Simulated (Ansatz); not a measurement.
Input file:

```
crystal:
  lattice:
    - [0.0, 2.1085152362, 2.1085152362]
    - [2.1085152362, 0.0, 2.1085152362]
    - [2.1085152362, 2.1085152362, 0.0]
  atoms:
    - { symbol: Ga, position: [0.0, 0.0, 0.0] }
    - { symbol: "N", position: [0.5, 0.5, 0.5] }
kpoints:
  mp_grid: { grid: [10, 10, 10] }
  band_path:
    path:
      - [0.0, 0.0, 0.0]
      - [0.5, 0.0, 0.5]
      - [0.625, 0.25, 0.625]
      - [0.375, 0.375, 0.75]
      - [0.5, 0.5, 0.5]
      - [0.5, 0.25, 0.75]
      - [0.0, 0.174479, -0.177083]
      - [0.0, 0.5, 0.5]
    npoints: 1
hamiltonian:
  xc: r2scan
scf:
  occupations: { method: fixed }
  n_extra_bands: 4
output:
  forces: true
  stress: true
  eigenvalues: true
  write_density: true
  write_potential: true
  elf: true
  volumetric_format: npy
```

Run with:

```sh
ansatz run input.yaml --threads 2 --pin off --max-ram 2211MiB --backend cpu --events-out ev --progress --plain --runs-dir out
```

Below, planes, directions and counts refer to the conventional cell (a = 4.22 Å, b = 4.22 Å, c = 4.22 Å, α = 90.00°, β = 90.00°, γ = 90.00°).

Space group Fm-3m; started from the rocksalt prototype, which need not be the ambient phase.

Computed with DFT, r2SCAN, plane waves, PAW in Ansatz.

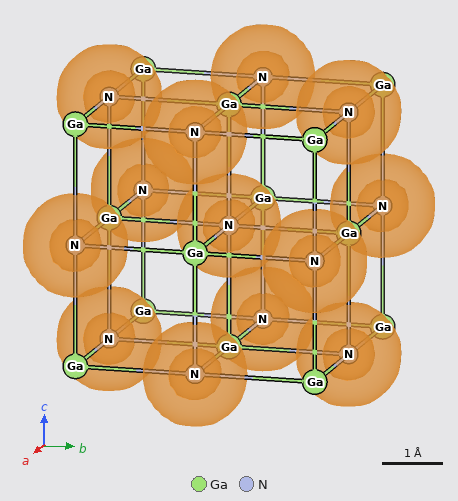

GaN. Isosurface of the electron localisation function at 0.7 (orange), seen slightly off an axis. Core shells and regions of very low density are left out. Sticks mark near contacts.

Q: Describe the localisation domains.

A: The surface consists of four regions wrapped around N (the valence shell of each), counted in one cell of 8 atoms. Any copies at cell faces, edges or corners count once. Profiles from the grid: Ga–N (2.11 Å): the ELF peaks at about 0.85 in the valence shell of N, 0.7 Å from its nucleus, and is about 0.40 at the midpoint.

Q: Metal or insulator at this level of theory?

A: It is gapped, with a Kohn–Sham gap of 1.2 eV on the k-point mesh (the band edges may lie off the mesh, which would make the gap smaller).
